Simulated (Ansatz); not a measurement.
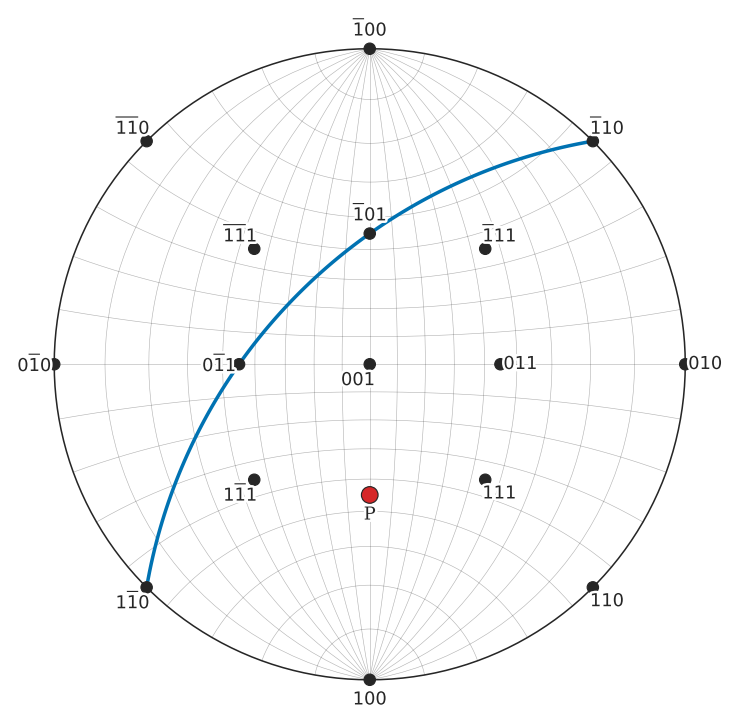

Stereographic projection of plane normals (upper hemisphere) centred on (0 0 1). Crystal: ZnSe, the geometry relaxed with DFT PBE, scalar-relativistic, plane waves, PAW (Ansatz 0.2.0). Geometry calculated from the standardised cell; symmetry tolerance 0.002 Å.

a = 5.732 Å, b = 5.732 Å, c = 5.732 Å, α = 90.00°, β = 90.00°, γ = 90.00°.

**Index the pole marked P.**

P is (1 0 1), 45.0° from the centre.

**Which zone does the coloured great circle trace?**

The zone [1 1 1]: its poles satisfy h + k + l = 0.

**What is the angle between the normals of (1 −1 1) and (−1 −1 0), and what are their d_hkl = 1/|g|?**

90.0°; d = 3.309 Å and 4.053 Å.
